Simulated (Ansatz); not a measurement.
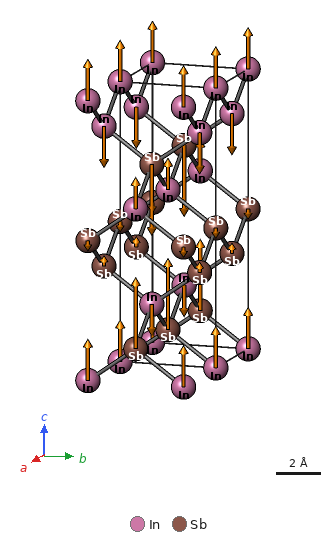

A relaxation of an interface cell of composition InSb. The starting structure is drawn; orange arrows show the displacements (the part carried along by the change of the cell is left out), magnified 100 times.

A ball-and-stick model of the cell of the calculation, repeated 2 × 1 × 1 with one cell outlined, seen slightly off an axis.

Case: antiphase boundary on (0 0 1), species swapped.

Theory: DFT PBE, scalar-relativistic, plane waves, PAW in Ansatz 0.2.0. Settings: plane-wave cutoff 420 eV; k-point mesh 8 × 8 × 3; occupations gaussian; smearing width 0.1 eV; no spin polarisation; cell relaxed at fixed a, b, alpha, beta, gamma; force threshold 0.02 eV/Å; at most 45 steps.

**Describe the change and its energy.**

Over 3 accepted moves (4 points after the start) the energy falls by 28.0 meV per cell of the calculation. The largest force component goes from 0.23 to 0.0066 eV/Å. The pressure goes from 1.03 to 0.36 GPa. The SCF was repeated once at an unchanged geometry on a basis and grid sized afresh for the cell, which shifted the energy by 1.0 meV per cell of the calculation at most. The largest moves relative to the cell, 0.034 Å, are those of Sb atoms. By element the largest moves are Sb 0.034 Å, In 0.020 Å. The volume changes by +2.1 %, with a = b unchanged at 4.692 Å, c 13.270 → 13.543 Å (+2.1 %). Among the contacts that change: In–In 2.873 → 2.916 Å, In–Sb 2.873 → 2.901 Å, Sb–Sb 2.873 → 2.887 Å, In–Sb 2.873 → 2.864 Å. Among the angles between lasting bonds that change: In–In–In 109.5° → 107.1°.
